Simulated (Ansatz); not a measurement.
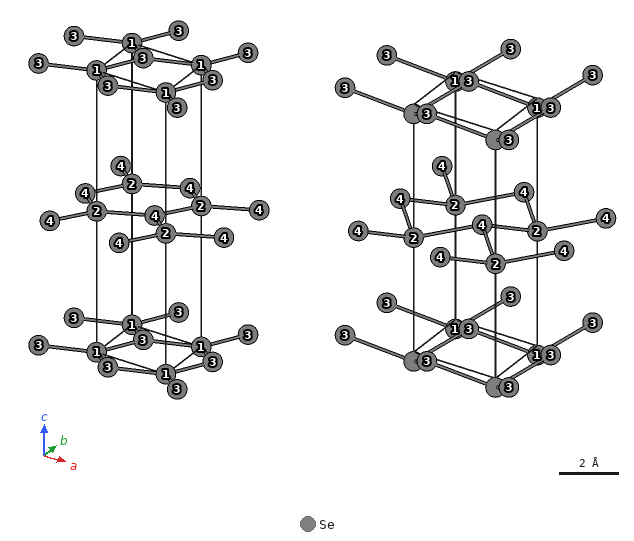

Two geometries of crystalline Se (built on the C_186 type) (coarse preliminary run), drawn at one scale. One is the start of a relaxation, the other its converged end. Style: ball-and-stick. Shown: the cell of the calculation, slightly off an axis.

Theory: Ansatz, DFT PBE, scalar-relativistic, plane waves, PAW. Set-up: plane-wave cutoff 420 eV; k-point mesh 6 × 6 × 2; occupations gaussian; smearing width 0.1 eV; no spin polarisation; cell and atoms relaxed; force threshold 0.04 eV/Å; at most 70 steps.

Q: Which of the two is the end point?

A: The right one is the relaxed one. Case: C type (P6_3mc, No. 186). After 12 accepted moves (15 points after the start) the energy has fallen by 2296 meV per atom. Largest force component: 0.79 eV/Å at the start, 0.0017 eV/Å at the end. The pressure goes from 47.87 to −0.02 GPa. The line search rejected the trial step at point 11 of the run. At 2 points the geometry stayed and the basis and grid were re-selected for the new cell (energy shift of 5.1 meV per atom at most each time). The largest moves relative to the cell, 0.32 Å, are those of Se1, Se2, Se3 and Se4. Se1 goes along −c. Cell: a = b 3.642 → 4.305 Å (+18.2 %), c 10.011 → 8.792 Å (−12.2 %). Volume +22.8 %. Near-neighbour distances that change, for instance: Se1–Se3 2.103 → 2.581 Å. Bond angles that change, for instance: Se3–Se1–Se3 119.9° → 113.1°. The space group stays P6_3mc (No. 186).
